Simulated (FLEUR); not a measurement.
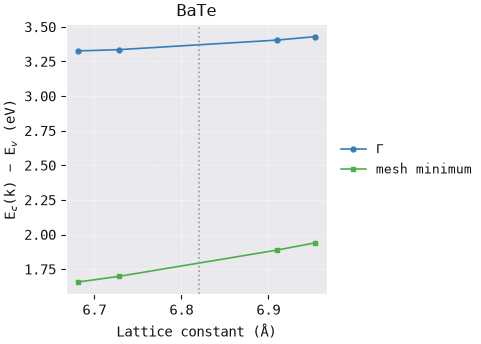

Lowest conduction level at Γ, counted from the valence-band top at Γ, and the lowest one over the whole k mesh (the mesh minimum, which lies off that point). One run is left out (dotted line).

System: rocksalt BaTe, space group Fm-3m, 2 atoms in the primitive cell. The cell is scaled uniformly. FLEUR MaX-R8.1 (later development tree); r2SCAN, all-electron, no spin polarisation, no spin-orbit coupling, 7×7×7 k mesh.

| cell | Γ (eV) | mesh minimum (eV) |
| --- | --- | --- |
| a = 6.681 Å | 3.33 | 1.66 |
| a = 6.728 Å | 3.33 | 1.70 |
| a = 6.910 Å | 3.40 | 1.89 |
| a = 6.954 Å | 3.43 | 1.94 |

**What does the missing run, at a = 6.820 Å, give?**

Fits through the other points against the logarithm of the volume give 3.37 eV at Γ and 1.80 eV at the mesh minimum (straight lines). The run itself gives 3.38 and 1.80 eV, within 0.01 eV of the estimates.

The meta-GGA is that of a development version, with a GGA for the radial functions and cores and without core tails. Spin-orbit coupling is left out, which matters for Ba and Te. LDA, GGA and most meta-GGA functionals understate gaps.
